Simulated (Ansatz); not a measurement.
Run report: InSb, geometry relaxation (part 2 of 2)

The same run, continued: InSb (slab, 16 atoms in the cell); DFT PBE, scalar-relativistic, plane waves, PAW, no spin polarisation (Ansatz 0.2.0); cutoff 420 eV, 3×3×1 k-mesh, Gaussian smearing of 0.1 eV. The structure derives from an entry of the Crystallography Open Database. The input holds or restrains some coordinates. Forces given for the steps count only the free coordinates. It belongs to a series of runs on one base structure; here: clean slab, lower planes held.

Geometry of the input (Å; fractional positions):
```
9.3831  0.0000  0.0000
-4.6915  8.1260  0.0000
0.0000  0.0000  20.7883
Sb 0.5000  0.0000  0.3848
Sb 0.5000  0.5000  0.3848
Sb 0.0000  0.0000  0.3848
Sb -0.0000  0.5000  0.3848
In 0.1667  0.8333  0.4309
In 0.1667  0.3333  0.4309
In 0.6667  0.8333  0.4309
In 0.6667  0.3333  0.4309
Sb 0.6667  0.8333  0.5691
Sb 0.6667  0.3333  0.5691
Sb 0.1667  0.8333  0.5691
Sb 0.1667  0.3333  0.5691
In 0.3333  0.6667  0.6152
In 0.3333  0.1667  0.6152
In 0.8333  0.6667  0.6152
In 0.8333  0.1667  0.6152
```

Output, continued:
```
  k-point 0: bands = ["-29.3096", "-29.3096", "-29.3096", "-29.3088", "-29.3088", "-29.3079", "-29.3079", "-29.3079", "-29.2947", "-29.2939", "-29.2939", "-29.2939", "-29.2858", "-29.2858", "-29.2858", "-29.2855", "-29.2855", "-29.2853", "-29.2853", "-29.2853", "-28.2873", "-28.2873", "-28.2873", "-28.2870", "-28.2870", "-28.2858", "-28.2858", "-28.2858", "-28.2627", "-28.2627", "-28.2627", "-28.2623", "-28.2623", "-28.2621", "-28.2621", "-28.2621", "-28.2598", "-28.2591", "-28.2591", "-28.2591", "-15.4044", "-15.3959", "-15.3959", "-15.3959", "-15.3613", "-15.3613", "-15.3613", "-15.3475", "-15.3475", "-15.3437", "-15.3437", "-15.3437", "-15.2935", "-15.2935", "-15.2935", "-15.2849", "-15.2849", "-15.2623", "-15.2623", "-15.2623", "-14.4257", "-14.4118", "-14.4118", "-14.4118", "-14.3899", "-14.3899", "-14.3899", "-14.3652", "-14.3652", "-14.3642", "-14.3642", "-14.3642", "-14.3100", "-14.3100", "-14.3100", "-14.3021", "-14.3021", "-14.2827", "-14.2827", "-14.2827", "-10.6486", "-9.6319", "-9.6319", "-9.6319", "-9.3630", "-8.3921", "-8.3921", "-8.3921", "-6.2124", "-6.2124", "-6.2124", "-5.2076", "-5.2076", "-5.2076", "-4.4145", "-2.5190", "-2.5190", "-2.5190", "-2.3263", "-2.3263", "-2.3263", "-2.2789", "-1.4124", "-1.4124", "-1.2233", "-1.2233", "-1.2233", "-1.1013", "-1.1013", "-1.1013", "-0.4204", "-0.1700", "-0.1700", "0.2162", "0.2162", "0.2162", "0.5617", "0.9475", "0.9475", "0.9475", "1.4715", "1.4853", "1.4853", "1.4853", "2.5152", "2.5152", "2.5152", "2.7595", "2.7595", "3.2463", "3.7036", "3.7036", "4.0756", "4.3162", "4.3162"]
  k-point 1: bands = ["-29.3094", "-29.3093", "-29.3093", "-29.3090", "-29.3086", "-29.3082", "-29.3082", "-29.3081", "-29.2945", "-29.2941", "-29.2939", "-29.2939", "-29.2857", "-29.2857", "-29.2857", "-29.2856", "-29.2854", "-29.2853", "-29.2853", "-29.2853", "-28.2872", "-28.2871", "-28.2870", "-28.2870", "-28.2867", "-28.2861", "-28.2861", "-28.2861", "-28.2626", "-28.2626", "-28.2626", "-28.2624", "-28.2623", "-28.2622", "-28.2622", "-28.2622", "-28.2596", "-28.2593", "-28.2591", "-28.2591", "-15.4006", "-15.3959", "-15.3925", "-15.3925", "-15.3624", "-15.3624", "-15.3599", "-15.3526", "-15.3461", "-15.3450", "-15.3450", "-15.3442", "-15.2926", "-15.2926", "-15.2913", "-15.2870", "-15.2797", "-15.2684", "-15.2640", "-15.2640", "-14.4218", "-14.4146", "-14.4091", "-14.4091", "-14.3905", "-14.3905", "-14.3843", "-14.3717", "-14.3658", "-14.3658", "-14.3647", "-14.3642", "-14.3080", "-14.3079", "-14.3079", "-14.3041", "-14.2975", "-14.2878", "-14.2852", "-14.2852", "-10.4582", "-9.9735", "-9.6468", "-9.6468", "-9.1759", "-8.7071", "-8.4003", "-8.4003", "-6.0835", "-6.0835", "-5.5590", "-5.0688", "-5.0688", "-4.5743", "-4.5640", "-3.3371", "-3.1265", "-3.1265", "-2.5396", "-2.3019", "-2.2687", "-2.2687", "-2.1001", "-1.9142", "-1.9142", "-1.7679", "-1.0144", "-0.9826", "-0.9355", "-0.6424", "-0.6424", "-0.5037", "0.1766", "0.1766", "0.2177", "0.5017", "1.0405", "1.1860", "1.8868", "1.8868", "1.9080", "1.9559", "2.1561", "2.1561", "2.7281", "2.8125", "3.2180", "3.2180", "3.3572", "3.4158", "3.6535", "3.7626", "3.7626", "3.8048", "4.2972"]
  k-point 2: bands = ["-29.3092", "-29.3092", "-29.3092", "-29.3089", "-29.3086", "-29.3084", "-29.3084", "-29.3084", "-29.2942", "-29.2942", "-29.2942", "-29.2939", "-29.2857", "-29.2857", "-29.2857", "-29.2856", "-29.2854", "-29.2854", "-29.2854", "-29.2854", "-28.2871", "-28.2871", "-28.2871", "-28.2865", "-28.2864", "-28.2864", "-28.2864", "-28.2864", "-28.2625", "-28.2625", "-28.2625", "-28.2625", "-28.2623", "-28.2622", "-28.2622", "-28.2622", "-28.2594", "-28.2594", "-28.2594", "-28.2590", "-15.3957", "-15.3957", "-15.3957", "-15.3889", "-15.3643", "-15.3588", "-15.3588", "-15.3588", "-15.3462", "-15.3451", "-15.3451", "-15.3451", "-15.2929", "-15.2898", "-15.2898", "-15.2898", "-15.2720", "-15.2720", "-15.2720", "-15.2629", "-14.4158", "-14.4158", "-14.4158", "-14.4017", "-14.3972", "-14.3810", "-14.3810", "-14.3810", "-14.3675", "-14.3649", "-14.3649", "-14.3649", "-14.3064", "-14.3062", "-14.3062", "-14.3062", "-14.2913", "-14.2913", "-14.2913", "-14.2856", "-10.1147", "-10.1147", "-10.1147", "-9.4521", "-8.8416", "-8.8416", "-8.8416", "-8.2211", "-6.2996", "-5.2760", "-5.2057", "-5.2057", "-5.2057", "-4.2182", "-4.2182", "-4.2182", "-3.6498", "-2.5563", "-2.5563", "-2.5563", "-2.4682", "-2.4142", "-2.4142", "-2.4142", "-2.0133", "-1.2984", "-1.2984", "-1.2984", "-0.8065", "-0.8065", "-0.8065", "-0.5275", "0.0369", "0.4987", "0.4987", "0.4987", "1.8587", "1.8587", "1.8587", "2.0016", "2.5256", "2.5256", "2.5256", "2.7423", "2.7423", "2.7423", "3.2081", "3.3932", "3.3932", "3.3932", "3.6283", "3.6283", "3.6283", "3.6910", "3.9474"]
--- Relaxed structure (3 steps of the walk, 3 accepted, 0 SCFs on fresh bases) ---
  F+E_penalty+E_count = -96655.87891602 eV   max|allowed force component| = 9.922e-3 eV/Å
  atoms:
    - { symbol: Sb, position: [0.49999999999999994, -4.0476881105990867e-17, 0.3848320278] }
    - { symbol: Sb, position: [0.5, 0.49999999999999983, 0.3848320278] }
    - { symbol: Sb, position: [2.8912057931869714e-17, -4.0476881105586964e-17, 0.3848320278] }
    - { symbol: Sb, position: [5.551115123125783e-17, 0.49999999999999983, 0.3848320278] }
    - { symbol: In, position: [0.16666666666666669, 0.8333333333333333, 0.4308992166999999] }
    - { symbol: In, position: [0.16666666666666666, 0.33333333333333326, 0.4308992166999999] }
    - { symbol: In, position: [0.6666666666666665, 0.8333333333333334, 0.4308992166999999] }
    - { symbol: In, position: [0.6666666666666666, 0.33333333333333326, 0.4308992166999999] }
    - { symbol: Sb, position: [0.6666666666666665, 0.8333333333333334, 0.5784257515321924] }
    - { symbol: Sb, position: [0.6666666666666666, 0.33333333333333326, 0.5784257515321924] }
    - { symbol: Sb, position: [0.16666666666666669, 0.8333333333333333, 0.5784257515321924] }
    - { symbol: Sb, position: [0.16666666666666666, 0.33333333333333326, 0.5784257515321924] }
    - { symbol: In, position: [0.3333333333333334, 0.6666666666666665, 0.614084500984373] }
    - { symbol: In, position: [0.3333333333333334, 0.1666666666666666, 0.614084500984373] }
    - { symbol: In, position: [0.8333333333333333, 0.6666666666666665, 0.614084500984373] }
    - { symbol: In, position: [0.8333333333333331, 0.1666666666666666, 0.614084500984373] }
```

Trajectory as extended XYZ (Å, eV, eV/Å), 3 frames, from step=1 to step=3:
```
16
Lattice="9.3831 0.0000 0.0000 -4.6915 8.1260 0.0000 0.0000 0.0000 20.7883" Properties=species:S:1:pos:R:3:forces:R:3 step=1 energy=-96655.61201
Sb    4.6915    0.0000    8.0000    0.0000   0.0000   0.1954
Sb    2.3458    4.0630    8.0000    0.0000   0.0000   0.1954
Sb    0.0000    0.0000    8.0000    0.0000   0.0000   0.1954
Sb   -2.3458    4.0630    8.0000    0.0000   0.0000   0.1954
In   -2.3458    6.7717    8.9577    0.0000   0.0000  -0.6091
In    0.0000    2.7087    8.9577    0.0000   0.0000  -0.6091
In    2.3458    6.7717    8.9577    0.0000   0.0000  -0.6091
In    4.6915    2.7087    8.9577    0.0000   0.0000  -0.6091
Sb    2.3458    6.7717   11.8306    0.0000   0.0000   0.7328
Sb    4.6915    2.7087   11.8306    0.0000   0.0000   0.7328
Sb   -2.3458    6.7717   11.8306    0.0000   0.0000   0.7328
Sb    0.0000    2.7087   11.8306    0.0000   0.0000   0.7328
In    0.0000    5.4173   12.7883    0.0000   0.0000  -0.3193
In    2.3458    1.3543   12.7883    0.0000   0.0000  -0.3193
In    4.6915    5.4173   12.7883    0.0000   0.0000  -0.3193
In    7.0373    1.3543   12.7883    0.0000   0.0000  -0.3193
16
Lattice="9.3831 0.0000 0.0000 -4.6915 8.1260 0.0000 0.0000 0.0000 20.7883" Properties=species:S:1:pos:R:3:forces:R:3 step=2 energy=-96655.87891
Sb    4.6915    0.0000    8.0000    0.0000   0.0000   0.2041
Sb    2.3458    4.0630    8.0000    0.0000   0.0000   0.2041
Sb    0.0000    0.0000    8.0000    0.0000   0.0000   0.2041
Sb   -2.3458    4.0630    8.0000    0.0000   0.0000   0.2041
In   -2.3458    6.7717    8.9577    0.0000   0.0000  -0.1933
In    0.0000    2.7087    8.9577    0.0000   0.0000  -0.1933
In    2.3458    6.7717    8.9577    0.0000   0.0000  -0.1933
In    4.6915    2.7087    8.9577    0.0000   0.0000  -0.1933
Sb    2.3458    6.7717   12.0245    0.0000   0.0000  -0.0099
Sb    4.6915    2.7087   12.0245    0.0000   0.0000  -0.0099
Sb   -2.3458    6.7717   12.0245    0.0000   0.0000  -0.0099
Sb    0.0000    2.7087   12.0245    0.0000   0.0000  -0.0099
In    0.0000    5.4173   12.7658    0.0000   0.0000  -0.0010
In    2.3458    1.3543   12.7658    0.0000   0.0000  -0.0010
In    4.6915    5.4173   12.7658    0.0000   0.0000  -0.0010
In    7.0373    1.3543   12.7658    0.0000   0.0000  -0.0010
16
Lattice="9.3831 0.0000 0.0000 -4.6915 8.1260 0.0000 0.0000 0.0000 20.7883" Properties=species:S:1:pos:R:3:forces:R:3 step=3 energy=-96655.87892
Sb    4.6915    0.0000    8.0000    0.0000   0.0000   0.2045
Sb    2.3458    4.0630    8.0000    0.0000   0.0000   0.2045
Sb    0.0000    0.0000    8.0000    0.0000   0.0000   0.2045
Sb   -2.3458    4.0630    8.0000    0.0000   0.0000   0.2045
In   -2.3458    6.7717    8.9577    0.0000   0.0000  -0.1935
In    0.0000    2.7087    8.9577    0.0000   0.0000  -0.1935
In    2.3458    6.7717    8.9577    0.0000   0.0000  -0.1935
In    4.6915    2.7087    8.9577    0.0000   0.0000  -0.1935
Sb    2.3458    6.7717   12.0245    0.0000   0.0000  -0.0099
Sb    4.6915    2.7087   12.0245    0.0000   0.0000  -0.0099
Sb   -2.3458    6.7717   12.0245    0.0000   0.0000  -0.0099
Sb    0.0000    2.7087   12.0245    0.0000   0.0000  -0.0099
In    0.0000    5.4173   12.7658    0.0000   0.0000  -0.0011
In    2.3458    1.3543   12.7658    0.0000   0.0000  -0.0011
In    4.6915    5.4173   12.7658    0.0000   0.0000  -0.0011
In    7.0373    1.3543   12.7658    0.0000   0.0000  -0.0011
```

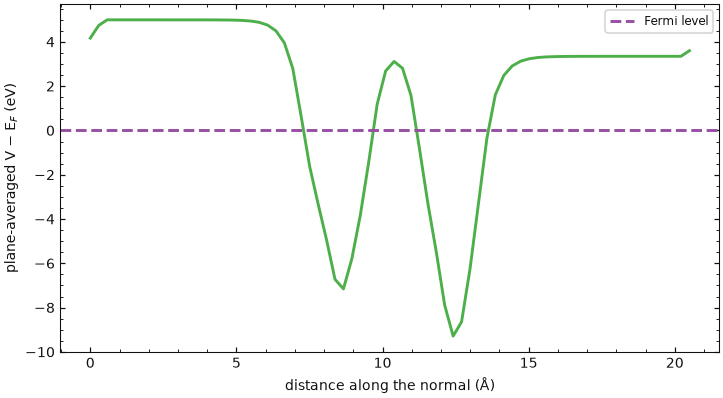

Fig. 1: Plane average of the electrostatic potential energy of an electron across the cell, from the Fermi level. The vacuum level lies 3.35 eV above the Fermi level on the upper side and 4.99 eV on the lower.

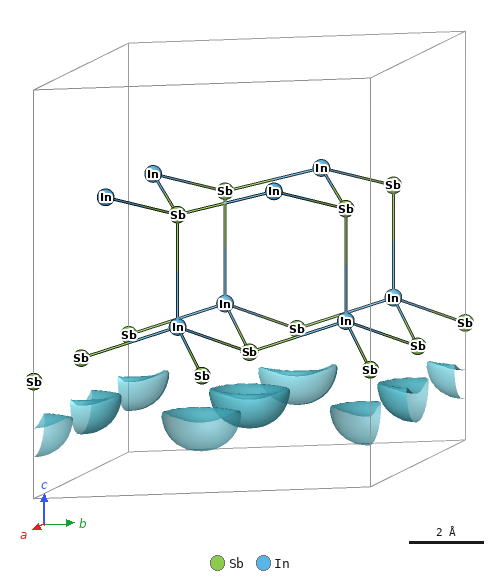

Fig. 2: Isosurface of the ELF at 0.7 (cyan), seen slightly off an axis. Core shells and regions of very low density are left out. Sticks mark near contacts. Along the contacts the grid gives the following. In–Sb (2.81 Å): the ELF is about 0.60 at the midpoint (metallic bonding. The fields are those of the smooth PAW valence density.

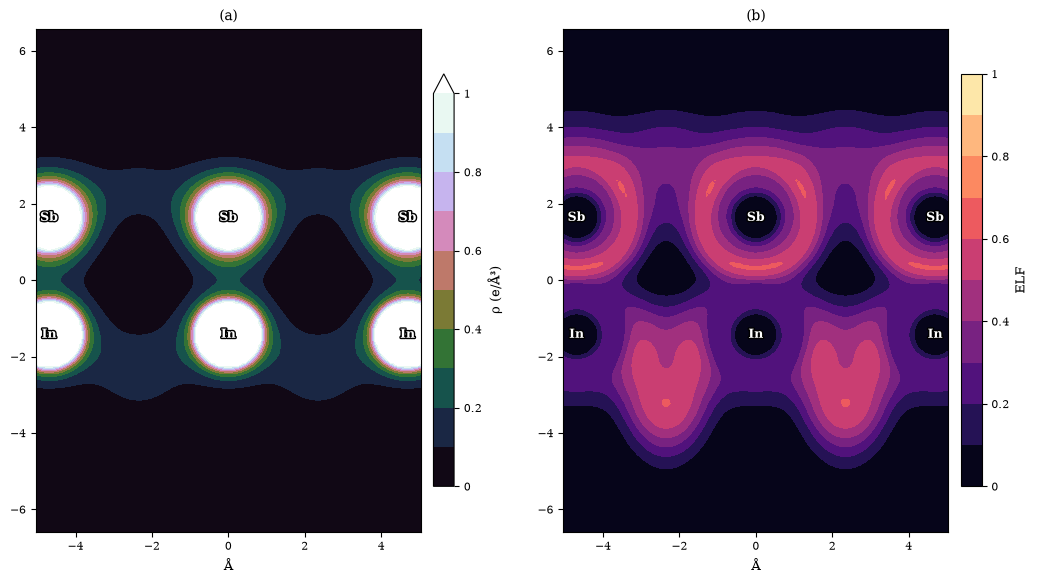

Fig. 3: (a) valence pseudo-density; (b) electron localisation function on the (010) plane of the calculation cell, a cut from vacuum to vacuum. In–Sb (3.07 Å): ρ at the midpoint is about 0.23 e/Å³; the ELF is about 0.50 at the midpoint, as expected for nearly free electrons, as in a simple metal. The density dies away to nearly zero in the vacuum.

Key numbers:

| quantity | value |
| --- | --- |
| outcome | converged under the restraints of the input |
| electrons treated | 224 |
| free energy | −96655.8789 eV |
| work function, top face | 3.35 eV |
| work function, bottom face | 4.99 eV |
| Fermi energy | −0.170 eV |
| gap on the k-point mesh | none (metallic) |
| final volume | 1585.05 Å³ |
| work function (upper face) | 3.35 eV |
| largest force (length of the vector) at the end, held atoms and coordinates included | 0.205 eV/Å |
| wall time | 29 s (CPU time 1.9 min) |
| peak memory | 2.9 GiB |
